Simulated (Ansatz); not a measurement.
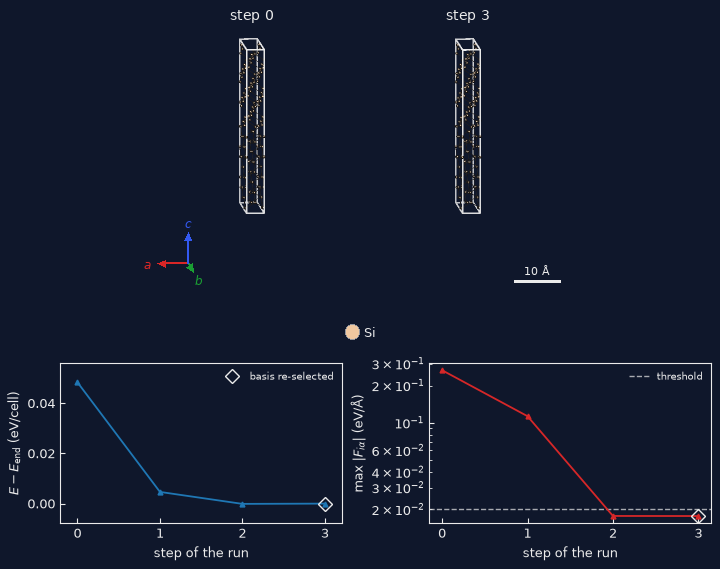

First and last geometry of a relaxation of an interface cell of composition Si, with the history of the run. Style: ball-and-stick. Shown: the conventional cell (2 times the calculation's cell), from a free direction. Lengths and directions refer to the drawn axes.

Case: symmetric tilt boundary Sigma 11 (3 1 1), mirror between the next planes, shift [0.5, 0].

These are results of DFT PBE, scalar-relativistic, plane waves, PAW in Ansatz 0.2.0, not measurements. (plane-wave cutoff 420 eV; k-point mesh 8 × 8 × 1; occupations gaussian; smearing width 0.05 eV; no spin polarisation; cell relaxed at fixed a, b, alpha, beta, gamma; force threshold 0.02 eV/Å; at most 60 steps)

> Read the history and describe the run.

It converged. After 2 accepted moves (3 points after the start) the energy has fallen by 48.3 meV per cell of the calculation. Largest force component: 0.27 eV/Å at the start, 0.018 eV/Å at the end. Pressure: −0.32 GPa at the start and −0.34 GPa at the end. The SCF was repeated once at an unchanged geometry on a basis and grid sized afresh for the cell, which shifted the energy by 0.1 meV per cell of the calculation at most. The largest moves relative to the cell, 0.037 Å, are those of Si atoms. The drawn cell changes as follows: a unchanged at 3.868 Å, b unchanged at 12.828 Å, c 36.582 → 36.554 Å (−0.1 %); the volume changes by −0.1 %. Near-neighbour distances that change, for instance: Si–Si 2.376 → 2.360 Å, Si–Si 2.368 → 2.382 Å.
